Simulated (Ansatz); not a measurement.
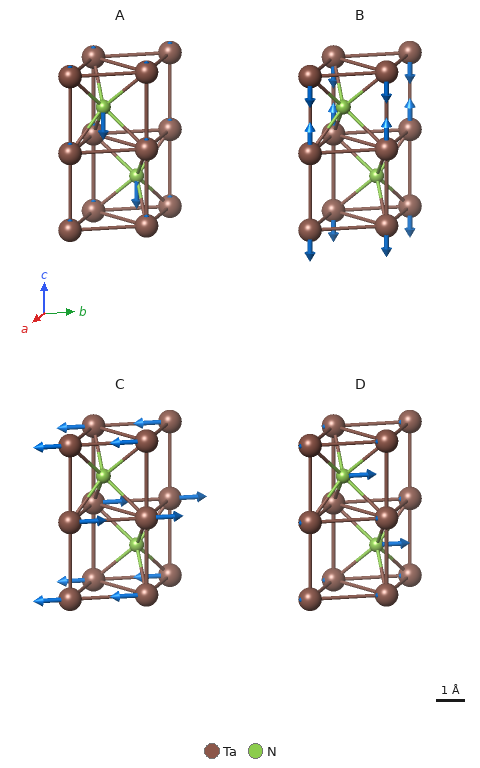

Four optical modes of crystalline TaN relaxed at 18 GPa at the zone centre, in no order (one member of each degenerate set). The blue arrows give the relative displacements of the atoms. Style: ball-and-stick. Shown: the cell of the calculation, slightly off an axis.

Method: DFT PBE, scalar-relativistic, plane waves, PAW (Ansatz 0.2.0). Settings: plane-wave cutoff 420 eV; k-point mesh 18 × 18 × 8; occupations fermi dirac; smearing width 0.15 eV; target pressure 18 GPa; no spin polarisation.

The frequencies depend somewhat on the k-mesh and the smearing.

Order them from the lowest to the highest frequency (imaginary ones first).

C (153 cm⁻¹), B (271 cm⁻¹), D (445 cm⁻¹), A (539 cm⁻¹). C, E₂u: The N atoms stay at rest; all motion is along b; atoms of one kind move against one another, with no net shift of their sublattice. B, B₂u: The N atoms stay at rest; all motion is along c; atoms of one kind move against one another, with no net shift of their sublattice; of the bonds it mainly stretches Ta–Ta, some lengthening while others shorten. D, E₁u: The N sublattice moves against the Ta sublattice, along b; the kinetic energy is shared as N 93 %, Ta 7 %. A, A₂u: The N sublattice moves against the Ta sublattice, along c; the kinetic energy is shared as N 93 %, Ta 7 %. The crystal is metallic in this run.
